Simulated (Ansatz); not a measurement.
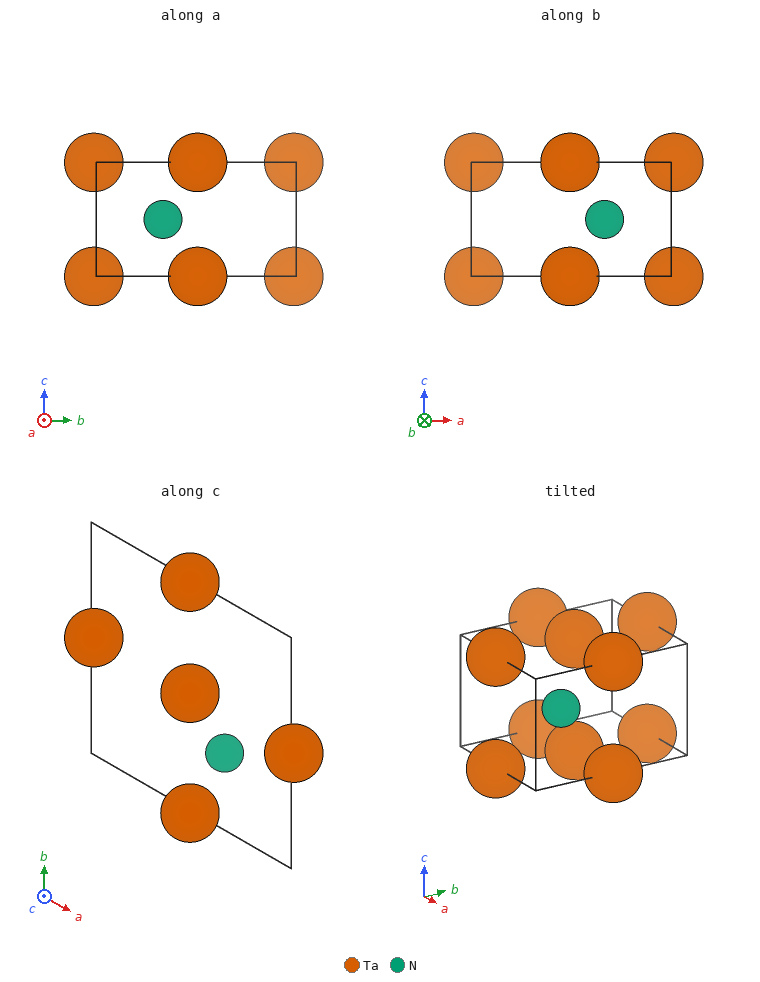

View along the a axis, along the b axis, along the c axis and slightly off an axis, drawn as a spheres-only model. The lines enclose the conventional unit cell; boundary atoms appear with their images.

Lattice parameters: a = 5.6746 Å, b = 5.6746 Å, c = 2.8021 Å, α = 90.000°, β = 90.000°, γ = 120.000°.

### Convert the drawing into a CIF in P1 with every atom of the cell, with free fractional coordinates to two decimals.

```cif
data_structure
_symmetry_space_group_name_H-M 'P 1'
_symmetry_Int_Tables_number 1
_cell_length_a 5.6746
_cell_length_b 5.6746
_cell_length_c 2.8021
_cell_angle_alpha 90.000
_cell_angle_beta 90.000
_cell_angle_gamma 120.000
_cell_volume 78.14
loop_
_atom_site_label
_atom_site_type_symbol
_atom_site_fract_x
_atom_site_fract_y
_atom_site_fract_z
_atom_site_occupancy
Ta1 Ta 0.49 0.51 0.00 1
Ta2 Ta 0.49 0.99 0.00 1
Ta3 Ta 0.01 0.51 0.00 1
N1 N 0.6667 0.3333 0.50 1
```

Its origin is a random cell made by a generator, so it need not be a real form of the compound. This is the structure after a relaxation with Ansatz 0.2.0, DFT PBE, scalar-relativistic, plane waves, PAW.
